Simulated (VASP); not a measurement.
**Single-point calculation, with input and output: Ge (part 2 of 2)**

Ge (Fd-3m, 16 atoms in the cell); Kohn-Sham DFT of a periodic cell, PBEsol, VASP PAW PBE potentials, recommended, no spin polarisation (VASP 6.6.1); cutoff 500 eV, 3×3×3 k-mesh, Gaussian smearing of 0.05 eV. The structure derives from an entry of the Crystallography Open Database. It belongs to a series of runs on one base structure; here: grid = ENCUT=500 dk=0.45 cell=2x2x2 ISMEAR=0 SIGMA=0.05 LREAL=Auto EDIFF=1e-06. The settings are looser than a standard set-up, so the numbers are not reference values.

Geometry of the input (Å; fractional positions):
```
0.0000  5.6578  5.6578
5.6578  0.0000  5.6578
5.6578  5.6578  0.0000
Ge 0.3750  0.3750  0.3750
Ge 0.3750  0.3750  0.8750
Ge 0.3750  0.8750  0.3750
Ge 0.3750  0.8750  0.8750
Ge 0.8750  0.3750  0.3750
Ge 0.8750  0.3750  0.8750
Ge 0.8750  0.8750  0.3750
Ge 0.8750  0.8750  0.8750
Ge 0.2500  0.2500  0.2500
Ge 0.2500  0.2500  0.7500
Ge 0.2500  0.7500  0.2500
Ge 0.2500  0.7500  0.7500
Ge 0.7500  0.2500  0.2500
Ge 0.7500  0.2500  0.7500
Ge 0.7500  0.7500  0.2500
Ge 0.7500  0.7500  0.7500
```

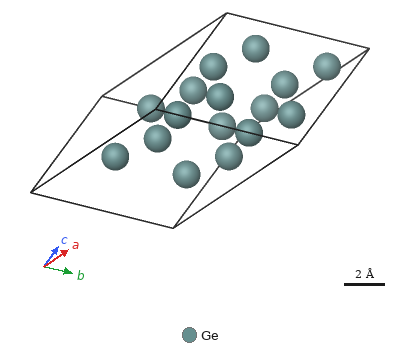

Figure 1. The input geometry (spheres-only view of the cell of the calculation, seen at an oblique angle). An atom can appear more than once, as a periodic image.

### Parts of OUTCAR, continued
```
     96       1.1005      2.00000
     97       1.1005      2.00000
     98       1.1005      2.00000
     99       1.6863      2.00000
    100       1.7252      2.00000
    101       1.7252      2.00000
    102       1.7252      2.00000
    103       2.0948      2.00000
    104       2.0948      2.00000
    105       2.0948      2.00000
    106       2.8936      2.00000
    107       2.8936      2.00000
    108       2.8936      2.00000
    109       3.7001      2.00000
    110       3.7001      2.00000
    111       4.3464      2.00000
    112       4.3464      2.00000
    113       5.2218      0.00000
    114       5.7854      0.00000
    115       5.8351      0.00000
    116       5.8351      0.00000
    117       5.8351      0.00000
    118       6.4314      0.00000
    119       6.4314      0.00000
    120       6.4314      0.00000

 k-point     3 :       0.3333    0.3333    0.0000
  band No.  band energies     occupation
      1     -19.9335      2.00000
      2     -19.9335      2.00000
      3     -19.9335      2.00000
      4     -19.9335      2.00000
      5     -19.9263      2.00000
      6     -19.9263      2.00000
      7     -19.9263      2.00000
      8     -19.9263      2.00000
      9     -19.9199      2.00000
     10     -19.9199      2.00000
     11     -19.9199      2.00000
     12     -19.9199      2.00000
     13     -19.9149      2.00000
     14     -19.9149      2.00000
     15     -19.8980      2.00000
     16     -19.8980      2.00000
     17     -19.8975      2.00000
     18     -19.8837      2.00000
     19     -19.8500      2.00000
     20     -19.8500      2.00000
     21     -19.8500      2.00000
     22     -19.8500      2.00000
     23     -19.8362      2.00000
     24     -19.8143      2.00000
     25     -19.8083      2.00000
     26     -19.8083      2.00000
     27     -19.8083      2.00000
     28     -19.8083      2.00000
     29     -19.8066      2.00000
     30     -19.8066      2.00000
     31     -19.8066      2.00000
     32     -19.8066      2.00000
     33     -19.7935      2.00000
     34     -19.7886      2.00000
     35     -19.7886      2.00000
     36     -19.7886      2.00000
     37     -19.7886      2.00000
     38     -19.7658      2.00000
     39     -19.7475      2.00000
     40     -19.7401      2.00000
     41     -19.7401      2.00000
     42     -19.7401      2.00000
     43     -19.7401      2.00000
     44     -19.7036      2.00000
     45     -19.7036      2.00000
     46     -19.7036      2.00000
     47     -19.7036      2.00000
     48     -19.6981      2.00000
     49     -19.6981      2.00000
     50     -19.6981      2.00000
     51     -19.6981      2.00000
     52     -19.6910      2.00000
     53     -19.6816      2.00000
     54     -19.6816      2.00000
     55     -19.6816      2.00000
     56     -19.6816      2.00000
     57     -19.6807      2.00000
     58     -19.6745      2.00000
     59     -19.6745      2.00000
     60     -19.6745      2.00000
     61     -19.6745      2.00000
     62     -19.6408      2.00000
     63     -19.6274      2.00000
     64     -19.6251      2.00000
     65     -19.6251      2.00000
     66     -19.6096      2.00000
     67     -19.5978      2.00000
     68     -19.5978      2.00000
     69     -19.5897      2.00000
     70     -19.5897      2.00000
     71     -19.5897      2.00000
     72     -19.5897      2.00000
     73     -19.5870      2.00000
     74     -19.5870      2.00000
     75     -19.5870      2.00000
     76     -19.5870      2.00000
     77     -19.5753      2.00000
     78     -19.5753      2.00000
     79     -19.5753      2.00000
     80     -19.5753      2.00000
     81      -7.4734      2.00000
     82      -6.1419      2.00000
     83      -5.9881      2.00000
     84      -5.9881      2.00000
     85      -5.9881      2.00000
     86      -5.9881      2.00000
     87      -3.9565      2.00000
     88      -3.9565      2.00000
     89      -3.9565      2.00000
     90      -3.9565      2.00000
     91      -2.0130      2.00000
     92      -2.0130      2.00000
     93      -2.0130      2.00000
     94      -2.0130      2.00000
     95      -1.3376      2.00000
     96       1.1078      2.00000
     97       1.1078      2.00000
     98       1.1078      2.00000
     99       1.1078      2.00000
    100       1.5183      2.00000
    101       1.5183      2.00000
    102       1.5183      2.00000
    103       1.5183      2.00000
    104       1.6843      2.00000
    105       2.2524      2.00000
    106       2.2524      2.00000
    107       3.3844      2.00000
    108       3.3844      2.00000
    109       3.3844      2.00000
    110       3.3844      2.00000
    111       3.5730      2.00000
    112       3.5730      2.00000
    113       5.4485      0.00000
    114       6.3873      0.00000
    115       6.5758      0.00000
    116       6.5758      0.00000
    117       6.5758      0.00000
    118       6.5758      0.00000
    119       6.7573      0.00000
    120       7.5065      0.00000

 k-point     4 :      -0.3333    0.3333    0.0000
  band No.  band energies     occupation
      1     -19.9406      2.00000
      2     -19.9382      2.00000
      3     -19.9382      2.00000
      4     -19.9280      2.00000
      5     -19.9280      2.00000
      6     -19.9278      2.00000
      7     -19.9278      2.00000
      8     -19.9250      2.00000
      9     -19.9250      2.00000
     10     -19.9238      2.00000
     11     -19.9184      2.00000
     12     -19.9184      2.00000
     13     -19.9144      2.00000
     14     -19.9097      2.00000
     15     -19.9084      2.00000
     16     -19.9084      2.00000
     17     -19.8778      2.00000
     18     -19.8778      2.00000
     19     -19.8720      2.00000
     20     -19.8492      2.00000
     21     -19.8492      2.00000
     22     -19.8339      2.00000
     23     -19.8270      2.00000
     24     -19.8270      2.00000
     25     -19.8253      2.00000
     26     -19.8155      2.00000
     27     -19.8155      2.00000
     28     -19.8072      2.00000
     29     -19.7948      2.00000
     30     -19.7948      2.00000
     31     -19.7887      2.00000
     32     -19.7887      2.00000
     33     -19.7766      2.00000
     34     -19.7766      2.00000
     35     -19.7632      2.00000
     36     -19.7602      2.00000
     37     -19.7602      2.00000
     38     -19.7570      2.00000
     39     -19.7538      2.00000
     40     -19.7538      2.00000
     41     -19.7458      2.00000
     42     -19.7458      2.00000
     43     -19.7440      2.00000
     44     -19.7440      2.00000
     45     -19.7435      2.00000
     46     -19.7237      2.00000
     47     -19.7166      2.00000
     48     -19.7166      2.00000
     49     -19.7120      2.00000
     50     -19.7120      2.00000
     51     -19.6852      2.00000
     52     -19.6852      2.00000
     53     -19.6851      2.00000
     54     -19.6851      2.00000
     55     -19.6850      2.00000
     56     -19.6799      2.00000
     57     -19.6706      2.00000
     58     -19.6671      2.00000
     59     -19.6671      2.00000
     60     -19.6628      2.00000
     61     -19.6628      2.00000
     62     -19.6420      2.00000
     63     -19.6387      2.00000
     64     -19.6387      2.00000
     65     -19.6095      2.00000
     66     -19.6074      2.00000
     67     -19.6074      2.00000
     68     -19.5956      2.00000
     69     -19.5940      2.00000
     70     -19.5940      2.00000
     71     -19.5853      2.00000
     72     -19.5853      2.00000
     73     -19.5844      2.00000
     74     -19.5841      2.00000
     75     -19.5841      2.00000
     76     -19.5815      2.00000
     77     -19.5815      2.00000
     78     -19.5719      2.00000
     79     -19.5719      2.00000
     80     -19.5697      2.00000
     81      -7.0414      2.00000
     82      -6.7150      2.00000
     83      -6.7150      2.00000
     84      -5.7998      2.00000
     85      -5.7998      2.00000
     86      -4.9330      2.00000
     87      -4.9278      2.00000
     88      -4.9278      2.00000
     89      -3.0108      2.00000
     90      -3.0108      2.00000
     91      -2.9794      2.00000
     92      -1.9055      2.00000
     93      -1.9055      2.00000
     94      -0.5619      2.00000
     95      -0.5619      2.00000
     96       0.1440      2.00000
     97       0.3779      2.00000
     98       0.6889      2.00000
     99       0.6889      2.00000
    100       1.1443      2.00000
    101       1.1443      2.00000
    102       1.9684      2.00000
    103       1.9684      2.00000
    104       2.2984      2.00000
    105       2.4087      2.00000
    106       2.4087      2.00000
    107       2.5483      2.00000
    108       2.5615      2.00000
    109       2.5615      2.00000
    110       2.9592      2.00000
    111       2.9592      2.00000
    112       4.1753      2.00000
    113       6.2347      0.00000
    114       6.5818      0.00000
    115       6.5818      0.00000
    116       6.7733      0.00000
    117       7.6052      0.00000
    118       7.6067      0.00000
    119       7.8548      0.00000
    120       7.9279      0.00000

------------------------ aborting loop because EDIFF is reached ----------------------------------------

  FORCE on cell =-STRESS in cart. coord.  units (eV):
  Direction    XX          YY          ZZ          XY          YZ          ZX
  --------------------------------------------------------------------------------------
  -------------------------------------------------------------------------------------
  Total        1.2769684      1.2769684      1.2769684      0.0000000      0.0000000      0.0000000
  in kB        5.6482429      5.6482429      5.6482429      0.0000000      0.0000000      0.0000000
  external PRESSURE =       5.6482429 kB  Pullay stress =       0.0000000 kB

 VOLUME and BASIS-vectors are now :
 -----------------------------------------------------------------------------
  energy-cutoff  :      500.00
  volume of cell :      362.22
      direct lattice vectors                 reciprocal lattice vectors
     0.000000000  5.657820000  5.657820000    -0.088373260  0.088373260  0.088373260
     5.657820000  0.000000000  5.657820000     0.088373260 -0.088373260  0.088373260
     5.657820000  5.657820000  0.000000000     0.088373260  0.088373260 -0.088373260

 POSITION                                       TOTAL-FORCE (eV/Angst)
 -----------------------------------------------------------------------------------
      4.24336      4.24336      4.24336        -0.000000     -0.000000     -0.000000
      7.07227      7.07227      4.24336        -0.000000      0.000000     -0.000000
      7.07227      4.24336      7.07227        -0.000000     -0.000000     -0.000000
      9.90118      7.07227      7.07227        -0.000000      0.000000     -0.000000
      4.24336      7.07227      7.07227        -0.000000      0.000000     -0.000000
      7.07227      9.90118      7.07227        -0.000000      0.000000     -0.000000
      7.07227      7.07227      9.90118        -0.000000     -0.000000     -0.000000
      9.90118      9.90118      9.90118        -0.000000      0.000000     -0.000000
      2.82891      2.82891      2.82891         0.000000     -0.000000      0.000000
      5.65782      5.65782      2.82891         0.000000      0.000000      0.000000
      5.65782      2.82891      5.65782         0.000000     -0.000000      0.000000
      8.48673      5.65782      5.65782         0.000000      0.000000      0.000000
      2.82891      5.65782      5.65782         0.000000     -0.000000      0.000000
      5.65782      8.48673      5.65782         0.000000      0.000000      0.000000
      5.65782      5.65782      8.48673         0.000000     -0.000000      0.000000
      8.48673      8.48673      8.48673         0.000000      0.000000      0.000000
 -----------------------------------------------------------------------------------
    total drift:                               -0.000000     -0.000000      0.000000

  FREE ENERGIE OF THE ION-ELECTRON SYSTEM (eV)
  ---------------------------------------------------
  free  energy   TOTEN  =       -78.6200666856 eV

  energy  without entropy=      -78.6166915473  energy(sigma->0) =      -78.61837912
```

### CONTCAR
```
Ge
   1.00000000000000
     0.0000000000000000    5.6578200000000001    5.6578200000000001
     5.6578200000000001    0.0000000000000000    5.6578200000000001
     5.6578200000000001    5.6578200000000001    0.0000000000000000
  Ge
    16
Direct
     0.3750000000000000    0.3750000000000000    0.3750000000000000
     0.3750000000000000    0.3750000000000000    0.8750000000000000
     0.3750000000000000    0.8750000000000000    0.3750000000000000
     0.3750000000000000    0.8750000000000000    0.8750000000000000
     0.8750000000000000    0.3750000000000000    0.3750000000000000
     0.8750000000000000    0.3750000000000000    0.8750000000000000
     0.8750000000000000    0.8750000000000000    0.3750000000000000
     0.8750000000000000    0.8750000000000000    0.8750000000000000
     0.2500000000000000    0.2500000000000000    0.2500000000000000
     0.2500000000000000    0.2500000000000000    0.7500000000000000
     0.2500000000000000    0.7500000000000000    0.2500000000000000
     0.2500000000000000    0.7500000000000000    0.7500000000000000
     0.7500000000000000    0.2500000000000000    0.2500000000000000
     0.7500000000000000    0.2500000000000000    0.7500000000000000
     0.7500000000000000    0.7500000000000000    0.2500000000000000
     0.7500000000000000    0.7500000000000000    0.7500000000000000

  0.00000000E+00  0.00000000E+00  0.00000000E+00
  0.00000000E+00  0.00000000E+00  0.00000000E+00
  0.00000000E+00  0.00000000E+00  0.00000000E+00
  0.00000000E+00  0.00000000E+00  0.00000000E+00
  0.00000000E+00  0.00000000E+00  0.00000000E+00
  0.00000000E+00  0.00000000E+00  0.00000000E+00
  0.00000000E+00  0.00000000E+00  0.00000000E+00
  0.00000000E+00  0.00000000E+00  0.00000000E+00
  0.00000000E+00  0.00000000E+00  0.00000000E+00
  0.00000000E+00  0.00000000E+00  0.00000000E+00
  0.00000000E+00  0.00000000E+00  0.00000000E+00
  0.00000000E+00  0.00000000E+00  0.00000000E+00
  0.00000000E+00  0.00000000E+00  0.00000000E+00
  0.00000000E+00  0.00000000E+00  0.00000000E+00
  0.00000000E+00  0.00000000E+00  0.00000000E+00
  0.00000000E+00  0.00000000E+00  0.00000000E+00
```
